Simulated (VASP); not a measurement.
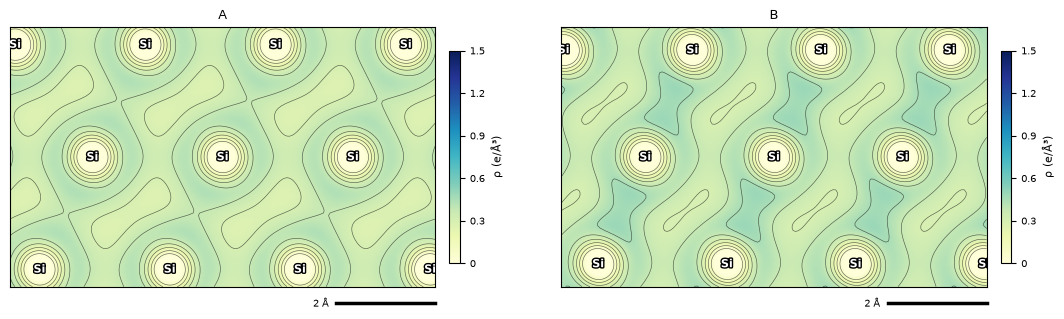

Si. The valence electron density of two cells that differ in size and shape, on the (001) plane of each (indices in the axes of the calculation cell), at one length scale and on one colour scale; one has 13.4 and the other 14.2 Å³ an atom.

All numbers below come from VASP, Kohn-Sham DFT of a periodic cell, PBE, VASP PAW PBE potentials, recommended.

The density is the valence pseudo-density of a PAW calculation; it isn't the true density close to the nuclei.

The larger cell:

```cif
data_structure
_symmetry_space_group_name_H-M 'P 1'
_symmetry_Int_Tables_number 1
_cell_length_a 2.6329
_cell_length_b 2.7576
_cell_length_c 2.6288
_cell_angle_alpha 102.915
_cell_angle_beta 100.219
_cell_angle_gamma 124.519
_cell_volume 14.19
loop_
_atom_site_label
_atom_site_type_symbol
_atom_site_fract_x
_atom_site_fract_y
_atom_site_fract_z
_atom_site_occupancy
Si1 Si 0.00000 0.00000 0.00000 1
```

The smaller cell: a = 2.602 Å, b = 2.721 Å, c = 2.598 Å, α = 101.76°, β = 99.07°, γ = 127.33°.

Which panel shows the smaller cell, and what does the compression change?

Panel B is the smaller cell, by 6 % in volume. From the larger cell to the smaller, Si–Si goes from 2.51 to 2.36 Å, and the density at its midpoint from 0.38 to 0.47 e/Å³, the ELF there from 0.65 to 0.75; the pressure goes from 3.4 to 13 GPa.
